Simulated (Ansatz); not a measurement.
## Electronic structure of SiO$_{2}$ in real space

```
Si O
1.0
     4.97974   -9.57049    0.00000
     0.00000    0.00000    8.79576
    -5.18580   -0.11510    0.00000
Si O
8 16
Direct
  0.66228 0.09706 0.88754
  0.16228 0.59706 0.88754
  0.16228 0.40294 0.38754
  0.66228 0.90294 0.38754
  0.83772 0.40294 0.11246
  0.33772 0.90294 0.11246
  0.33772 0.09706 0.61246
  0.83772 0.59706 0.61246
  0.50000 0.13863 0.75000
  0.00000 0.63863 0.75000
  0.00000 0.36137 0.25000
  0.50000 0.86137 0.25000
  0.20036 0.47873 0.14893
  0.70036 0.97873 0.14893
  0.79964 0.47873 0.35107
  0.29964 0.97873 0.35107
  0.29964 0.02127 0.85107
  0.79964 0.52127 0.85107
  0.70036 0.02127 0.64893
  0.20036 0.52127 0.64893
  0.75000 0.25000 0.00000
  0.25000 0.75000 0.00000
  0.25000 0.25000 0.50000
  0.75000 0.75000 0.50000
```

Space group C2/c; a structure from a database of computed crystals, not necessarily the ambient phase; changed on purpose from its base cell (biaxial strain in the a-b plane, c and atoms relaxed: -1.0 %).

Method: Ansatz 0.2.0, DFT r2SCAN, scalar-relativistic, plane waves, PAW.

Core electrons are frozen (PAW), and the valence fields are smoothed inside the atomic spheres.

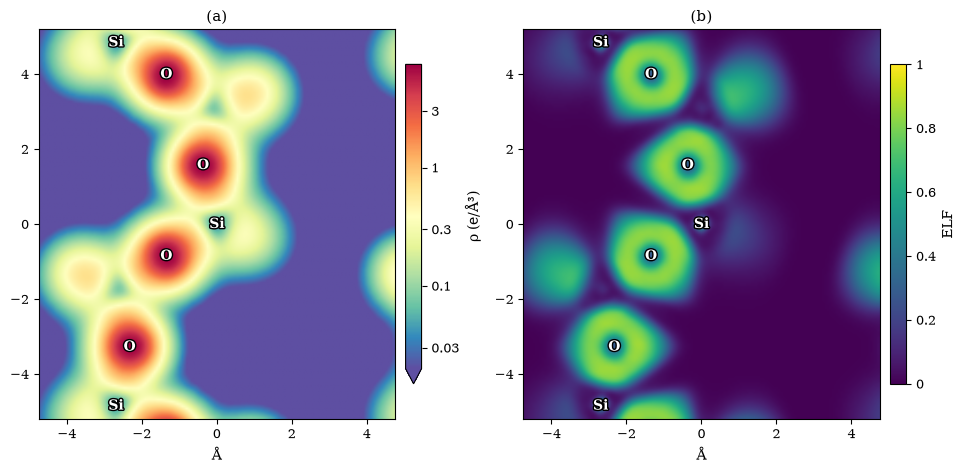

Figure 1. (a) valence electron density; (b) ELF on the (101̄) plane of the conventional cell.

Question: Interpret the plot.

Answer: The section cuts through Si and O sites.
Atoms just off the plane (Si, 0.3 Å away and O, 0.9 Å away) can leave unmarked features too.
Si–O (1.61 Å): the density is about 1.3 e/Å³ at the midpoint; the ELF peaks at about 0.85 between the atoms (a polar covalent bond).
The density dies away to nearly zero in the voids.
The ELF also peaks beside O, away from the bonds: lone-pair regions.

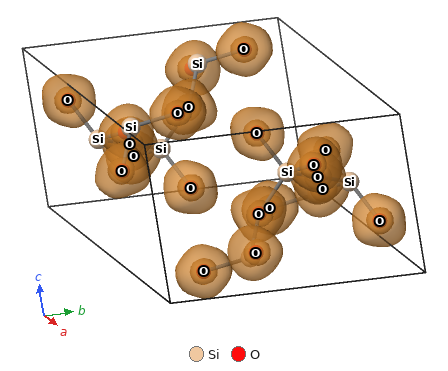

Figure 2. Isosurface of the ELF at 0.75 (orange), seen slightly off an axis. Only the valence region is drawn (cores and ρ < 0.01 e/Å³ removed). Sticks mark near contacts.

Question: Identify the bonds, lone pairs and shells in this picture.

Answer: The surface consists of 16 regions on O in which the atom's valence shell and bonds are merged, counted in one cell of 24 atoms. Regions shared between cells count once.


Si–O (1.60 Å): the ELF peaks at about 0.85 between the atoms: a short, strongly polar bond.

Question: Metal or insulator at this level of theory?

Answer: It is gapped, with a Kohn–Sham gap of 6.3 eV on the k-point mesh, an upper bound to the gap of this method.
